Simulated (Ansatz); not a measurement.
Hf5N4: single-point calculation (part 2 of 2)

The same run, continued: Hf5N4 (slab, 9 atoms in the cell); DFT PBEsol, scalar-relativistic, plane waves, PAW, no spin polarisation (Ansatz 0.2.0); cutoff 420 eV, 12×12×1 k-mesh, Gaussian smearing of 0.1 eV. It belongs to a series of runs on one base structure; here: vacuum: 10.

Geometry of the input (Å; fractional positions):
```
3.1831  0.0000  0.0000
-1.5915  2.7566  0.0000
0.0000  0.0000  20.3959
Hf 0.3333  0.6667  0.2451
N  0.6667  0.3333  0.3089
Hf 0.0000  0.0000  0.3726
N  0.3333  0.6667  0.4363
Hf 0.6667  0.3333  0.5000
N  0.0000  0.0000  0.5637
Hf 0.3333  0.6667  0.6274
N  0.6667  0.3333  0.6911
Hf 0.0000  0.0000  0.7549
```

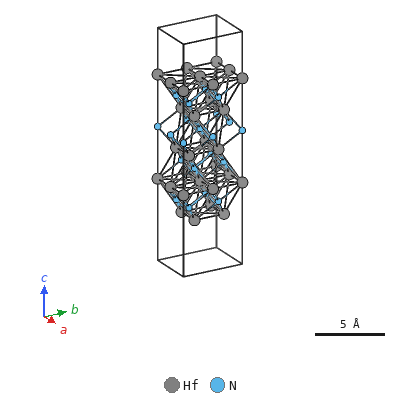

Figure 1. The structure as given in the input (ball-and-stick view of the 2 × 2 repeat of the cell, with the vacuum cut short, seen slightly off an axis).

**Output, continued**
```
SCF iter   1: F=—  HF=-79516.711550 eV  |F-HF|=—  |Δ(HF+E_count)|=         —  Δρ=8.15e-3  dr2=2.49e0  ethr=1.77e-3  p=0.000 e·Å  D=3.37e-13 V/Å  ΔV_dip=-0.00 eV  dr2_dipole=2.07e-6  V_vac-E_F(+/−)=5.16/5.17 eV  ⟨swp⟩=6.2  Hψ=6368  notcnv=0  defer=11
efield: sawtooth ramp at fractional position 0.9800 (placed from the atoms, in the widest stretch of the axis that holds none; the zero of the levels goes with the place), width 0.0400; the density the first Hamiltonian is built on has a dipole p = 0.000 e·Å; the dipole correction subtracts the counter field D = 3.37e-13 V/Å, which shifts the + side's vacuum level by -0.00 eV against the − side's; the planar-averaged density in the ramp window peaks in size at 5.2e-4 e/Å³
preconditioner: auto → LDOS  [metal: Δε(μ)=0.008 eV  Ē_g=17.714 eV  σ=0.100 eV  W_gap=0.05  n_scr=70 (ndim 8)  ℏωp=32.8 eV  f_vac=0.331  D(μ)=7.01/eV (n_scr^D=70)  β→1.0]
SCF iter   2: F=—  HF=-79516.627509 eV  |F-HF|=—  |Δ(HF+E_count)|=   8.40e-2  Δρ=4.12e-3  dr2=4.29e-2  ethr=1.66e-3  p=0.000 e·Å  D=1.52e-4 V/Å  ΔV_dip=-0.00 eV  dr2_dipole=3.88e-4  V_vac-E_F(+/−)=4.68/4.68 eV  ⟨swp⟩=2.0  Hψ=2110  notcnv=0  defer=143
SCF iter   3: F=—  HF=-79516.628079 eV  |F-HF|=—  |Δ(HF+E_count)|=   5.69e-4  Δρ=2.11e-3  dr2=1.81e-2  ethr=2.86e-5  p=0.000 e·Å  D=4.02e-5 V/Å  ΔV_dip=-0.00 eV  dr2_dipole=2.45e-5  V_vac-E_F(+/−)=4.65/4.66 eV  ⟨swp⟩=2.6  Hψ=3092  notcnv=0  defer=143
SCF iter   4: F=—  HF=-79516.624944 eV  |F-HF|=—  |Δ(HF+E_count)|=   3.14e-3  Δρ=5.99e-4  dr2=1.34e-3  ethr=1.21e-5  p=0.000 e·Å  D=3.28e-5 V/Å  ΔV_dip=-0.00 eV  dr2_dipole=1.15e-5  V_vac-E_F(+/−)=4.61/4.61 eV  ⟨swp⟩=2.1  Hψ=2977  notcnv=0  defer=143
SCF iter   5: F=—  HF=-79516.624616 eV  |F-HF|=—  |Δ(HF+E_count)|=   3.28e-4  Δρ=2.62e-4  dr2=4.58e-4  ethr=8.96e-7  p=0.000 e·Å  D=1.39e-5 V/Å  ΔV_dip=-0.00 eV  dr2_dipole=9.94e-7  V_vac-E_F(+/−)=4.59/4.59 eV  ⟨swp⟩=3.2  Hψ=3607  notcnv=0  defer=143
SCF iter   6: F=—  HF=-79516.624552 eV  |F-HF|=—  |Δ(HF+E_count)|=   6.38e-5  Δρ=1.32e-4  dr2=7.90e-5  ethr=3.05e-7  p=0.000 e·Å  D=7.89e-6 V/Å  ΔV_dip=-0.00 eV  dr2_dipole=7.09e-8  V_vac-E_F(+/−)=4.58/4.58 eV  ⟨swp⟩=2.2  Hψ=2644  notcnv=0  defer=143
SCF iter   7: F=—  HF=-79516.624515 eV  |F-HF|=—  |Δ(HF+E_count)|=   3.77e-5  Δρ=4.18e-5  dr2=1.08e-5  ethr=5.27e-8  p=0.000 e·Å  D=2.03e-6 V/Å  ΔV_dip=-0.00 eV  dr2_dipole=7.49e-11  V_vac-E_F(+/−)=4.56/4.57 eV  ⟨swp⟩=2.6  Hψ=2591  notcnv=0  defer=142
SCF iter   8: F=—  HF=-79516.624515 eV  |F-HF|=—  |Δ(HF+E_count)|=   9.47e-7  Δρ=1.61e-5  dr2=1.92e-6  ethr=7.21e-9  p=-0.000 e·Å  D=-7.27e-8 V/Å  ΔV_dip=0.00 eV  dr2_dipole=2.58e-8  V_vac-E_F(+/−)=4.56/4.56 eV  ⟨swp⟩=2.4  Hψ=2761  notcnv=0  defer=142
SCF iter   9: F=—  HF=-79516.624516 eV  |F-HF|=—  |Δ(HF+E_count)|=   7.36e-8  Δρ=7.53e-6  dr2=2.38e-7  ethr=1.28e-9  p=-0.000 e·Å  D=-2.27e-8 V/Å  ΔV_dip=0.00 eV  dr2_dipole=3.73e-12  V_vac-E_F(+/−)=4.56/4.56 eV  ⟨swp⟩=2.3  Hψ=3004  notcnv=0  defer=142
SCF iter  10: F=-79516.624515 eV  HF=-79516.624516 eV  |F-HF|=5.00e-8  |Δ(HF+E_count)|=   4.47e-8  Δρ=3.59e-6  dr2=5.42e-8  ethr=6.67e-11  p=0.000 e·Å  D=6.09e-8 V/Å  ΔV_dip=-0.00 eV  dr2_dipole=1.88e-13  V_vac-E_F(+/−)=4.55/4.56 eV  ⟨swp⟩=21.7  Hψ=19349  notcnv=0
WARN: efield: at this solve's end the planar-averaged density reaches 4.02e-4 e/Å³ inside the ramp window [0.9310, 0.0690] (bound 1e-5 e/Å³); the window's nearer edge stands 3.59 Å from this solve's nearest atom along the axis. Its work functions, free energy, forces, stress, dipole, levels and responses can be off, and this figure does not tell by how much. The cell may have no vacuum along `efield.axis`. A short vacuum, a low `basis.ecutwfc` or `basis.ecutrho_ratio` and negative occupations (`scf.occupations.method`) can put density there. See the manual's quickstart, § The vacuum guard
SCF 1 converged in 10 iterations: F = -79516.624515 eV  dr2 = 5.42e-8
  greatest PAW one-centre occupation: 0.998 electrons in one spin orbital (limit 2), on the Hf atom at site 0 (counted from 0), in its partial waves of l = 3
WARN: The output density's exchange-correlation potential varies sharply where the density is thin. Do not read a vacuum level from v_tot or v_xc, or from such a field of the output density. On a cell that repeats whose density bears no net charge and no dipole along the vacuum's axis use v_es (v_loc + v_h of the components); under efield.dipole_correction with no amplitude use v_es + v_field, which holds any external_charges[].barrier, or the levels of the report's work_function block, which leave it out; under a non-zero efield.amplitude the vacuum is tilted and has no level; on a cell that repeats and bears such a dipole with no correction it is tilted too, and efield.dipole_correction with no amplitude gives each side of its ramp a level where efield: is served; in a cell that repeats whose density bears a net charge (total_charge, or a fill off its count) it is curved and has none; of a slab under crystal.periodic whose density bears no net charge use v_es, which has a level on each side, short of where the two are joined; of another it falls or rises all the way out and has none; of a slab beside external_charges read slab_vacuum_level instead, which it has where they leave it neutral. The grid or the basis barely resolves most such structure, and the values can differ between equally converged runs; as a rule a tighter scf.convergence.dr2_threshold does not remove it. Where the density itself ripples (under the LDA too) a higher basis.ecutwfc lessens it. The files hold the spikes' plane waves up to the density's cutoff. Files: v_tot_of_output_density and the like, and their columns of v_z.tsv (output.write_potential); v_xc_of_output_density and the like, and their columns of v_comp_z.tsv (output.write_potential_components). Measured: with its Gaussian average of σ = 0.25 Å subtracted twice, the exchange-correlation potential is over 0.1 eV at 2610 of the grid points where the equally averaged density (valence and model cores) is under 1e-3 e/Å³, and 0.979 eV at the most among them, at an averaged density of 4.1e-5 e/Å³. The input density's (outcome.potential() and, of a run that writes arrays, v_tot and v_xc) is over 0.1 eV, so measured, at 2659 points of its own thin density, 0.965 eV at the most. See output.write_potential in the manual, Limitations
SCF converged after 10 iterations
Free energy (F): -79516.624515 eV
Harris-Foulkes:  -79516.624516 eV  (|F-HF|=5.00e-8)
Internal energy: -79516.581968 eV  (E = F + TS)
E sigma→0 (E₀):  -79516.603242 eV
Entropy (-TS):   -0.042547 eV (-4.727 meV/atom)
Fermi energy:    13.117417 eV
Dipole field:    D = -0.000001 V/Å  (p = -0.000001 e·Å, saw-weighted, corrected)
Work function:   Φ+ = 4.5535 eV (in doubt: plateau slope 6.0e-2 eV/Å)   Φ− = 4.5562 eV (in doubt: plateau slope 4.2e-2 eV/Å)
Levels:          The Fermi level and band energies are counted from a zero that moves with the ramp; work functions are not
Vacuum region:   at the solve's end the planar-averaged density reaches 4.02e-4 e/Å³ inside the ramp window [0.9310, 0.0690] (bound 1e-5 e/Å³)
--- Per-component energies (eV) ---
  E_band       = -735.361670
  E_kinetic    = 2646.476035
  E_local      = -142771.913374  (includes V_loc(G=0)·N_el)
  E_nonlocal   = -6009.837658
  E_hartree    = 70006.510950
  E_xc         = -1729.829129
  E_vxc        = -1638.806671  (∫ρ·V_xc dr)
  E_paw        = -34524.489947  (= ΣΔE_a)
  E_vpaw       = 7025.745157  (= ΣTr[D̂ρ^β])
  E_aug_tail   = 0.000368  (compensation charges beyond the density's cutoff)
  E_efield     = 0.000000  (sawtooth field / dipole correction)
  E_vefield    = 0.000000  (∫n·V_field dr)
  E_ewald      = 32860.132933
  E_core_change = 6.367853  (= ΣΔE_core)
  E_smearing   = -0.042547  (= −TS)
  E_closure    = -0.000000  (closes the sum)
  Σ components = -79516.624515   (vs F -79516.624515, Δ=0.00e0)
--- Forces (eV/Å), atoms counted from 1 ---
  atom   1  Hf    -0.00000000     0.00000000     0.43969874
  atom   2  N     -0.00000000     0.00000000     0.08794583
  atom   3  Hf    -0.00000000     0.00000000    -0.75630600
  atom   4  N      0.00000000    -0.00000000     0.03317839
  atom   5  Hf    -0.00000000     0.00000000    -0.00000109
  atom   6  N     -0.00000000     0.00000000    -0.03317913
  atom   7  Hf     0.00000000    -0.00000000     0.75630697
  atom   8  N      0.00000000    -0.00000000    -0.08794674
  atom   9  Hf     0.00000000    -0.00000000    -0.43969511
  max |Σ_I F_I| component: 1.87e-6 eV/Å
--- Stress (GPa, compression-positive) ---
       -2.832476       0.000000       0.000000
       -0.000000      -2.832476      -0.000000
        0.000000      -0.000000      -1.262525
  P = ⅓ Tr σ = -2.3092 GPa (-23.092 kbar)
--- Band table (eV; the first three rows and the last of 19) ---
  k-point 0: bands = ["-49.5349", "-49.4358", "-49.4304", "-49.2269", "-49.2269", "-18.8256", "-18.5474", "-18.2851", "-18.0223", "-18.0223", "-17.9962", "-17.9159", "-17.9159", "-17.9063", "-17.9063", "-17.8958", "-17.5527", "-17.5527", "-17.5527", "-17.5527", "-4.1524", "-3.4602", "-2.6486", "-2.0231", "0.5269", "0.5282", "0.5282", "0.5522", "0.5876", "0.5876", "0.6255", "0.6287", "0.6287", "0.6301", "0.6470", "0.6470", "0.6477", "0.6521", "0.6879", "0.6879", "0.6949", "0.6949", "0.7079", "0.7237", "0.7237", "0.8085", "0.8222", "0.8303", "0.8303", "0.8305", "0.8305", "0.8423", "0.8423", "0.8424", "0.8424", "0.8630", "0.8822", "0.9399", "0.9400", "4.5352", "5.6233", "7.0814", "7.0814", "7.1005", "7.7740", "7.7740", "8.7188", "8.7188", "8.8289", "9.7012", "9.7012", "11.4211", "11.7573", "12.8834", "13.0058", "13.0058", "13.1951", "13.6769", "13.8348", "13.8348", "14.4916", "14.7714", "14.7714", "15.3001", "15.4142", "15.4142", "15.7571", "15.7571", "16.0930", "16.5576"]
  k-point 1: bands = ["-49.5317", "-49.4329", "-49.4278", "-49.2243", "-49.2243", "-18.8039", "-18.5371", "-18.2892", "-18.0782", "-18.0368", "-18.0171", "-17.9538", "-17.9321", "-17.9276", "-17.9145", "-17.8989", "-17.5965", "-17.5958", "-17.5621", "-17.5621", "-4.0240", "-3.3761", "-2.6311", "-2.0773", "0.5301", "0.5317", "0.5323", "0.5550", "0.5841", "0.5875", "0.6225", "0.6309", "0.6314", "0.6342", "0.6479", "0.6487", "0.6507", "0.6552", "0.6840", "0.6876", "0.6915", "0.6943", "0.7096", "0.7183", "0.7186", "0.8093", "0.8186", "0.8310", "0.8315", "0.8317", "0.8323", "0.8407", "0.8413", "0.8426", "0.8427", "0.8675", "0.8820", "0.9355", "0.9356", "4.7108", "5.6861", "6.8675", "7.1427", "7.1918", "7.8069", "7.9385", "8.1347", "8.6917", "9.1284", "9.1825", "9.5518", "11.5250", "11.6309", "12.5587", "13.0954", "13.1412", "13.2122", "13.6189", "13.9869", "13.9937", "14.4246", "14.9264", "14.9699", "15.3510", "15.3600", "15.6446", "15.7805", "16.1743", "16.1796", "16.3077"]
  k-point 2: bands = ["-49.5229", "-49.4247", "-49.4205", "-49.2173", "-49.2173", "-18.7435", "-18.5177", "-18.3237", "-18.2028", "-18.1348", "-18.0757", "-18.0389", "-17.9593", "-17.9501", "-17.9376", "-17.9095", "-17.7126", "-17.7094", "-17.5880", "-17.5879", "-3.6770", "-3.1572", "-2.5941", "-2.2195", "0.5378", "0.5413", "0.5459", "0.5632", "0.5769", "0.5869", "0.6087", "0.6392", "0.6417", "0.6428", "0.6535", "0.6536", "0.6594", "0.6646", "0.6762", "0.6830", "0.6860", "0.6922", "0.7048", "0.7059", "0.7100", "0.8102", "0.8136", "0.8292", "0.8299", "0.8332", "0.8333", "0.8408", "0.8436", "0.8448", "0.8449", "0.8787", "0.8846", "0.9239", "0.9239", "5.1681", "5.8816", "6.5816", "7.2370", "7.2815", "7.5581", "7.8673", "7.9215", "8.3887", "8.6098", "9.0299", "9.2586", "11.3797", "11.6894", "11.9937", "12.6059", "13.4647", "13.6126", "13.7797", "14.2352", "14.3599", "14.4667", "15.1591", "15.2485", "15.4300", "15.8222", "16.1458", "16.2091", "16.2921", "16.4103", "16.5087"]
  k-point 18: bands = ["-49.4807", "-49.3858", "-49.3858", "-49.1835", "-49.1835", "-18.6315", "-18.6315", "-18.5738", "-18.4576", "-18.4268", "-18.4268", "-18.2035", "-18.2035", "-18.1762", "-18.0141", "-18.0036", "-17.9808", "-17.9808", "-17.9052", "-17.9052", "-2.5019", "-2.5019", "-2.3316", "-2.3307", "0.5431", "0.5669", "0.5669", "0.5866", "0.6039", "0.6058", "0.6058", "0.6415", "0.6415", "0.6621", "0.6644", "0.6646", "0.6646", "0.6835", "0.6835", "0.6976", "0.6976", "0.7090", "0.7103", "0.7284", "0.7284", "0.8119", "0.8120", "0.8179", "0.8180", "0.8237", "0.8237", "0.8553", "0.8554", "0.8679", "0.8679", "0.9032", "0.9033", "0.9156", "0.9156", "5.9654", "6.0708", "6.0708", "6.8179", "6.8179", "7.5159", "7.5914", "7.5914", "7.6490", "7.6490", "7.8499", "7.8581", "12.8186", "12.8187", "13.1307", "13.1989", "14.0413", "14.0413", "14.4103", "15.0944", "15.0944", "15.5150", "15.9684", "15.9684", "16.6478", "16.6478", "17.3794", "17.6930", "17.6930", "18.8791", "18.8791"]
```

**Key numbers**

```csv
quantity,value
outcome,converged
electrons treated,150
free energy,−79516.6245 eV
"work function, top face",4.55 eV
"work function, bottom face",4.56 eV
Fermi energy,13.117 eV
gap on the k-point mesh,none (metallic)
work function (upper face),4.55 eV
largest force (length of the vector),0.756 eV/Å
hardware,"2 threads of AMD EPYC (Zen 3), 64 GiB of memory available, shared host"
wall time,23 s (CPU time 44 s)
peak memory,0.71 GiB
```

**Notes**

Warnings of the run: the density in the vacuum is higher than it should be, so vacuum levels may be off; the exchange-correlation potential is rough where the density is thin. Spin–orbit coupling is left out, which matters for Hf.
